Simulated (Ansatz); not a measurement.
Run report: Ti, geometry relaxation (part 1 of 2)

The run: geometry relaxation of Ti (P6₃/mmc, 2 atoms in the cell). Method and program: DFT, LDA, PAW with Ansatz's default frozen-core files, scalar-relativistic, no spin polarisation (Ansatz 0.2.0).

The structure was built on a prototype by a generator; it need not be a known phase. It belongs to a series of runs on one base structure; here: bulk cell relaxed. Figures and captions count atoms from 1; the log counts them from 0 in places.

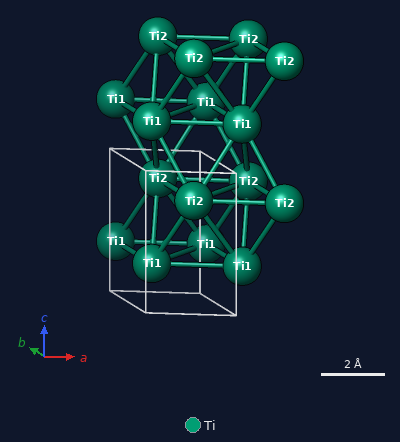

The input geometry (ball-and-stick view of the cell of the calculation, repeated 2 × 2 × 2, seen slightly off an axis; atoms are numbered from 1 in the order of the input). An atom can appear more than once, as a periodic image.

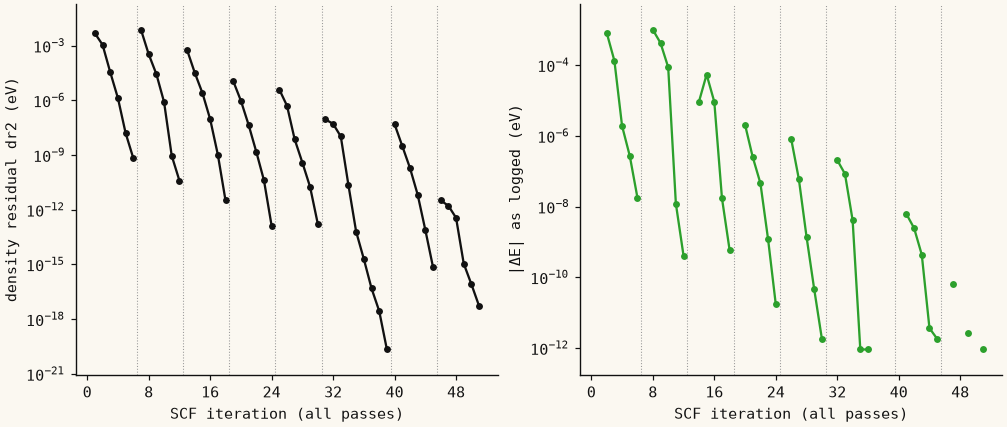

Convergence of the self-consistent field: density residual dr2 and size of the energy change against the SCF iteration. The dotted lines part the SCF passes of the relaxation: geometry steps, rejected trials and re-solves on a re-selected basis. The 8 passes take 6 to 9 iterations each, 51 in all.

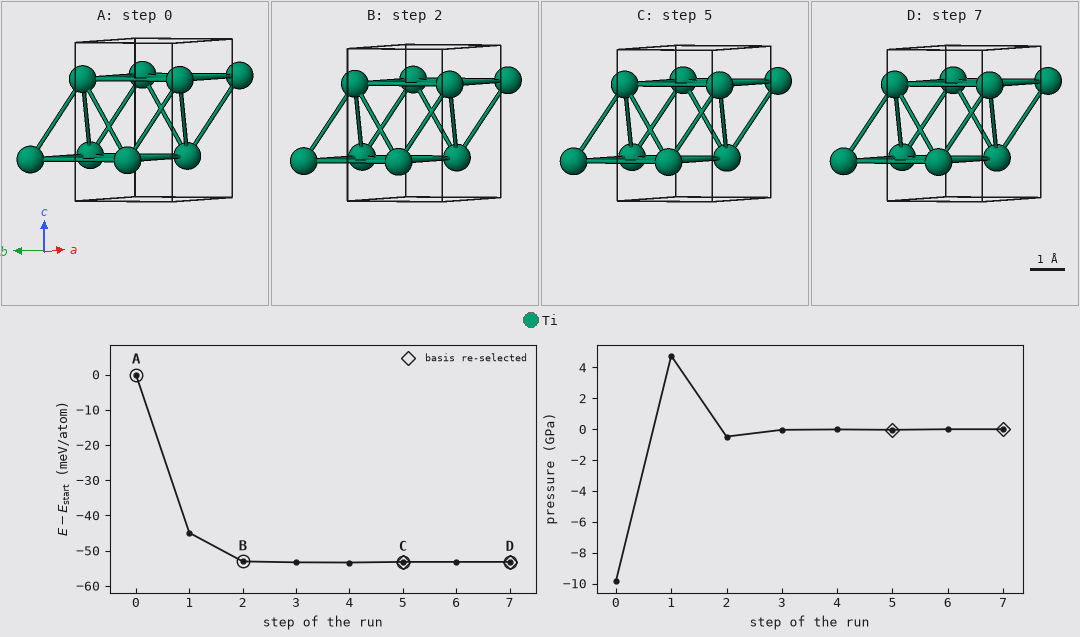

Frames of the relaxation (ball-and-stick view of the cell of the calculation, repeated 2 × 2 × 1, seen at an oblique angle) above the curves, on which the letters mark them (the first geometry is step 0 here and step 1 in the log).

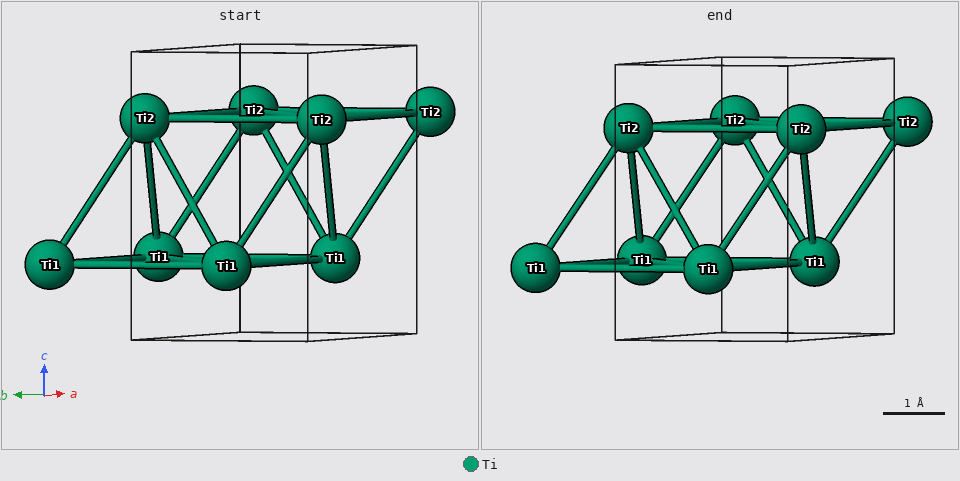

Before (left) and after (right) the relaxation, at one scale (ball-and-stick view of the cell of the calculation, repeated 2 × 2 × 1, seen at an oblique angle). Over 5 geometry steps the energy falls by 53.2 meV per atom. All forces vanish by symmetry, so only the cell relaxes. The pressure goes from −9.86 to 0.00 GPa. The basis was re-selected once at an unchanged geometry, which shifts the energy a little without any move. The atoms keep their places relative to the cell (all moves are under 0.005 Å). The drawn cell changes as follows: a = b 2.931 → 2.864 Å (−2.3 %), c 4.749 → 4.538 Å (−4.4 %); the volume changes by −8.8 %. Distances before and after: Ti1–Ti2 2.916 → 2.808 Å, Ti1–Ti1 2.931 → 2.864 Å. The space group stays P6_3/mmc (No. 194). The energy change given includes the shifts at the re-selections in mid-walk, which come without any move. A last SCF at the same geometry on a re-selected plane-wave basis shifts the energy by +0.0 meV per atom. (Atoms are counted from 1 in the order of the input.)

The input and output of the run follow.

## The input
```yaml
crystal:
  lattice:
    - [2.9313902092, 0.0, 0.0]
    - [-1.4656951046, 2.5386583896, 0.0]
    - [0.0, 0.0, 4.7488521389]
  atoms:
    - { symbol: Ti, position: [0.3333333333, 0.6666666667, 0.25] }
    - { symbol: Ti, position: [0.6666666667, 0.3333333333, 0.75] }
kpoints:
  mp_grid: { grid: [17, 17, 9] }
scf:
  occupations: { method: fermi_dirac, width: 0.1 }
hamiltonian:
  xc: lda
  pseudopotentials: { kind: paw }
output:
  forces: true
  stress: true
relax:
  f_tol: 0.005
  max_steps: 40
  cell: {}
```

Launched with:
```bash
ansatz run input.yaml --threads 2 --pin off --max-ram 4096MiB --backend cpu --events-out ev --progress --plain --runs-dir out
```

## Output
```
Engine: ansatz 0.2.0, aarch64-unknown-linux-gnu
Pseudopotentials: kind: paw
Pseudopotential: Ti, paw, valence charge 12, recommended cutoff 420 eV (normal), Ti.paw.azcp
Functional definition: SPW92
  exchange = slater_x
  correlation = pw_c
Crystal: 2 atoms, lattice volume = 35.340 Å³
Basis set: ecut = 420 eV, 687 PW (Γ)
Bands: 16, of which v1, the nominal top of the filled ones, is band 12 counted from 1 (11 counted from 0)
Symmetry: 24 space group operations
Space group: P63/mmc (ITA 194), of the structure as read, at distance tolerance 3.3e-5 Å
k-points: 165 of 2601
Non-local potential: Ti, projectors of the file, l = 0: 3, l = 1: 2, l = 2: 3, l = 3: 1
PAW form: soft (Blöchl's): semilocal exchange-correlation on the pseudo side does not see the compensation charge
PAW frozen core: Ti, regenerated for the run's functional, and the local potential with it (the file was generated under x = pbe(κ = 0.804, μ = 0.2195149727645171), c = pbe(β = 0.06672455060314922))
PAW one-centre angular grid: Ti, 590 points (default); XC on 64 Gauss nodes
Initial density: superposition of atomic densities (neutral atoms: chi_scale 0, normalization atom), corrected by the library's trained network
Initial wavefunctions: pseudopotential atomic-orbital guess
Functional: x = slater, c = lda
SCF iter   1: F=—  HF=-4900.532062 eV  |F-HF|=—  |Δ(HF+E_count)|=         —  Δρ=5.85e-3  dr2=4.77e-3  ethr=1.77e-3  ⟨swp⟩=3.8  Hψ=10797  notcnv=0
preconditioner: auto → none  [metal: Δε(μ)=0.012 eV  Ē_g=2.760 eV  σ=0.100 eV  W_gap=0.03  n_scr=8 (ndim 8)  ℏωp=17.7 eV  f_vac=0.000  D(μ)=2.36/eV (n_scr^D=22)  sad-step TF]
SCF iter   2: F=—  HF=-4900.531231 eV  |F-HF|=—  |Δ(HF+E_count)|=   8.31e-4  Δρ=2.92e-3  dr2=1.12e-3  ethr=1.99e-5  ⟨swp⟩=1.3  Hψ=4220  notcnv=0
SCF iter   3: F=—  HF=-4900.531365 eV  |F-HF|=—  |Δ(HF+E_count)|=   1.34e-4  Δρ=4.80e-4  dr2=3.49e-5  ethr=4.65e-6  ⟨swp⟩=1.0  Hψ=2649  notcnv=0
SCF iter   4: F=—  HF=-4900.531367 eV  |F-HF|=—  |Δ(HF+E_count)|=   1.91e-6  Δρ=6.51e-5  dr2=1.32e-6  ethr=1.45e-7  ⟨swp⟩=3.0  Hψ=5200  notcnv=0
iter 5 did not close the SCF: its close was put off for the readings that it lacked (scf_convergence_deferred on its scf_iter line)
SCF iter   5: F=-4900.531367 eV  HF=-4900.531367 eV  |F-HF|=1.36e-8  |Δ(HF+E_count)|=   2.73e-7  Δρ=8.39e-6  dr2=1.61e-8  ethr=5.50e-9  ⟨swp⟩=3.0  Hψ=5447  notcnv=0
SCF iter   6: F=-4900.531367 eV  HF=-4900.531367 eV  |F-HF|=7.55e-11  |Δ(HF+E_count)|=   1.79e-8  Δρ=1.51e-6  dr2=6.75e-10  ethr=6.71e-11  ⟨swp⟩=1.0  Hψ=8250  notcnv=0
SCF 1 converged in 6 iterations: F = -4900.531367 eV  dr2 = 6.75e-10
  greatest PAW one-centre occupation: 0.999 electrons in one spin orbital (limit 2), on the Ti atom at site 1 (counted from 0), in its partial waves of l = 0
relax step   1: F+E_penalty+E_count = -4900.53136663 eV  Δ(F+E_penalty+E_count) = +0.000e0 eV  max|allowed force component| = 2.035e-16 eV/Å  Δτ_max = 0.0000 Å  P = -9.857 GPa  Ω = 35.340 Å³  (6 SCF iters, dr2 threshold 1.00e-7 eV, accepted)
Crystal: 2 atoms, lattice volume = 31.113 Å³
Basis set: ecut = 420 eV, 603 PW (Γ)
Initial density: handed on by an earlier stage of this run
Initial wavefunctions: those handed on with the density
iter 1 solved again at ethr=3.01e-5 eV; its pass at ethr=3.10e-3 eV (dr2=7.22e-3 eV) is discarded
SCF iter   1: F=—  HF=-4900.621728 eV  |F-HF|=—  |Δ(HF+E_count)|=         —  Δρ=4.98e-3  dr2=7.46e-3  ethr=3.01e-5  ⟨swp⟩=1.0  Hψ=17741  notcnv=0
preconditioner: auto → none  [metal: Δε(μ)=0.011 eV  Ē_g=3.094 eV  σ=0.100 eV  W_gap=0.03  n_scr=8 (ndim 8)  ℏωp=18.8 eV  f_vac=0.000  D(μ)=2.04/eV (n_scr^D=22)]
SCF iter   2: F=—  HF=-4900.620716 eV  |F-HF|=—  |Δ(HF+E_count)|=   1.01e-3  Δρ=1.65e-3  dr2=3.41e-4  ethr=3.01e-5  ⟨swp⟩=2.8  Hψ=4945  notcnv=0
SCF iter   3: F=—  HF=-4900.621143 eV  |F-HF|=—  |Δ(HF+E_count)|=   4.27e-4  Δρ=4.87e-4  dr2=2.77e-5  ethr=1.42e-6  ⟨swp⟩=2.0  Hψ=3272  notcnv=0
SCF iter   4: F=—  HF=-4900.621231 eV  |F-HF|=—  |Δ(HF+E_count)|=   8.79e-5  Δρ=5.31e-5  dr2=8.20e-7  ethr=1.16e-7  ⟨swp⟩=2.0  Hψ=3342  notcnv=0
iter 5 did not close the SCF: its close was put off for the readings that it lacked (scf_convergence_deferred on its scf_iter line)
SCF iter   5: F=-4900.621231 eV  HF=-4900.621231 eV  |F-HF|=9.40e-10  |Δ(HF+E_count)|=   1.21e-8  Δρ=2.41e-6  dr2=9.18e-10  ethr=3.42e-9  ⟨swp⟩=2.0  Hψ=3246  notcnv=0
SCF iter   6: F=-4900.621231 eV  HF=-4900.621231 eV  |F-HF|=4.18e-11  |Δ(HF+E_count)|=  4.06e-10  Δρ=5.33e-7  dr2=4.00e-11  ethr=3.82e-12  ⟨swp⟩=1.0  Hψ=8166  notcnv=0
SCF 2 converged in 6 iterations: F = -4900.621231 eV  dr2 = 4.00e-11
relax step   2: F+E_penalty+E_count = -4900.62123111 eV  Δ(F+E_penalty+E_count) = -8.986e-2 eV  max|allowed force component| = 1.480e-16 eV/Å  Δτ_max = 0.0000 Å  P = +4.760 GPa  Ω = 31.113 Å³  energy of the carried Pulay correction = +9.365e-4 eV  (6 SCF iters, dr2 threshold 2.00e-7 eV, accepted)
Crystal: 2 atoms, lattice volume = 32.364 Å³
Basis set: ecut = 420 eV, 615 PW (Γ)
iter 1 solved again at ethr=2.10e-6 eV; its pass at ethr=3.10e-3 eV (dr2=5.05e-4 eV) is discarded
SCF iter   1: F=—  HF=-4900.637428 eV  |F-HF|=—  |Δ(HF+E_count)|=         —  Δρ=1.38e-3  dr2=5.77e-4  ethr=2.10e-6  ⟨swp⟩=2.0  Hψ=17755  notcnv=0
preconditioner: auto → none  [metal: Δε(μ)=0.008 eV  Ē_g=2.960 eV  σ=0.100 eV  W_gap=0.02  n_scr=8 (ndim 8)  ℏωp=18.5 eV  f_vac=0.000  D(μ)=2.16/eV (n_scr^D=22)]
SCF iter   2: F=—  HF=-4900.637419 eV  |F-HF|=—  |Δ(HF+E_count)|=   9.23e-6  Δρ=5.19e-4  dr2=3.25e-5  ethr=2.10e-6  ⟨swp⟩=2.9  Hψ=5169  notcnv=0
SCF iter   3: F=—  HF=-4900.637474 eV  |F-HF|=—  |Δ(HF+E_count)|=   5.46e-5  Δρ=1.44e-4  dr2=2.50e-6  ethr=1.35e-7  ⟨swp⟩=2.2  Hψ=3518  notcnv=0
iter 4 did not close the SCF: its close was put off for the readings that it lacked (scf_convergence_deferred on its scf_iter line)
SCF iter   4: F=-4900.637483 eV  HF=-4900.637483 eV  |F-HF|=4.05e-8  |Δ(HF+E_count)|=   9.22e-6  Δρ=1.72e-5  dr2=9.34e-8  ethr=1.04e-8  ⟨swp⟩=2.0  Hψ=3398  notcnv=0
iter 5 did not close the SCF: its close was put off for the readings that it lacked (scf_convergence_deferred on its scf_iter line)
SCF iter   5: F=-4900.637483 eV  HF=-4900.637483 eV  |F-HF|=9.19e-10  |Δ(HF+E_count)|=   1.72e-8  Δρ=2.35e-6  dr2=1.06e-9  ethr=3.89e-10  ⟨swp⟩=2.0  Hψ=3280  notcnv=0
SCF iter   6: F=-4900.637483 eV  HF=-4900.637483 eV  |F-HF|=3.64e-12  |Δ(HF+E_count)|=  5.78e-10  Δρ=2.06e-7  dr2=3.25e-12  ethr=4.41e-12  ⟨swp⟩=1.0  Hψ=8017  notcnv=0
SCF 3 converged in 6 iterations: F = -4900.637483 eV  dr2 = 3.25e-12
relax step   3: F+E_penalty+E_count = -4900.63748306 eV  Δ(F+E_penalty+E_count) = -1.625e-2 eV  max|allowed force component| = 7.401e-17 eV/Å  Δτ_max = 0.0000 Å  P = -0.478 GPa  Ω = 32.364 Å³  energy of the carried Pulay correction = +6.462e-4 eV  (6 SCF iters, dr2 threshold 2.00e-7 eV, accepted)
Crystal: 2 atoms, lattice volume = 32.254 Å³
iter 1 solved again at ethr=3.15e-8 eV; its pass at ethr=3.10e-3 eV (dr2=7.57e-6 eV) is discarded
SCF iter   1: F=—  HF=-4900.638006 eV  |F-HF|=—  |Δ(HF+E_count)|=         —  Δρ=2.15e-4  dr2=1.15e-5  ethr=3.15e-8  ⟨swp⟩=2.4  Hψ=17600  notcnv=0
preconditioner: auto → none  [metal: Δε(μ)=0.017 eV  Ē_g=2.976 eV  σ=0.100 eV  W_gap=0.04  n_scr=8 (ndim 8)  ℏωp=18.5 eV  f_vac=0.000  D(μ)=2.14/eV (n_scr^D=22)]
SCF iter   2: F=—  HF=-4900.638004 eV  |F-HF|=—  |Δ(HF+E_count)|=   2.08e-6  Δρ=8.70e-5  dr2=9.57e-7  ethr=3.15e-8  ⟨swp⟩=3.0  Hψ=5274  notcnv=0
iter 3 did not close the SCF: its close was put off for the readings that it lacked (scf_convergence_deferred on its scf_iter line)
SCF iter   3: F=-4900.638004 eV  HF=-4900.638004 eV  |F-HF|=3.36e-8  |Δ(HF+E_count)|=   2.53e-7  Δρ=2.04e-5  dr2=4.60e-8  ethr=3.99e-9  ⟨swp⟩=2.3  Hψ=3346  notcnv=0
iter 4 did not close the SCF: its close was put off for the readings that it lacked (scf_convergence_deferred on its scf_iter line)
SCF iter   4: F=-4900.638004 eV  HF=-4900.638004 eV  |F-HF|=9.24e-10  |Δ(HF+E_count)|=   4.60e-8  Δρ=2.95e-6  dr2=1.53e-9  ethr=1.92e-10  ⟨swp⟩=2.1  Hψ=3400  notcnv=0
iter 5 did not close the SCF: its close was put off for the readings that it lacked (scf_convergence_deferred on its scf_iter line)
SCF iter   5: F=-4900.638004 eV  HF=-4900.638004 eV  |F-HF|=2.64e-11  |Δ(HF+E_count)|=   1.19e-9  Δρ=4.06e-7  dr2=4.17e-11  ethr=6.39e-12  ⟨swp⟩=2.1  Hψ=3462  notcnv=0
SCF iter   6: F=-4900.638004 eV  HF=-4900.638004 eV  |F-HF|=1.82e-12  |Δ(HF+E_count)|=  1.73e-11  Δρ=3.68e-8  dr2=1.32e-13  ethr=1.00e-12  ⟨swp⟩=1.0  Hψ=5944  notcnv=0
SCF 4 converged in 6 iterations: F = -4900.638004 eV  dr2 = 1.32e-13
relax step   4: F+E_penalty+E_count = -4900.63800384 eV  Δ(F+E_penalty+E_count) = -5.208e-4 eV  max|allowed force component| = 3.053e-16 eV/Å  Δτ_max = 0.0000 Å  P = -0.040 GPa  Ω = 32.254 Å³  energy of the carried Pulay correction = +6.708e-4 eV  (6 SCF iters, dr2 threshold 2.00e-7 eV, accepted)
Crystal: 2 atoms, lattice volume = 32.251 Å³
iter 1 solved again at ethr=9.49e-9 eV; its pass at ethr=3.10e-3 eV (dr2=2.28e-6 eV) is discarded
```
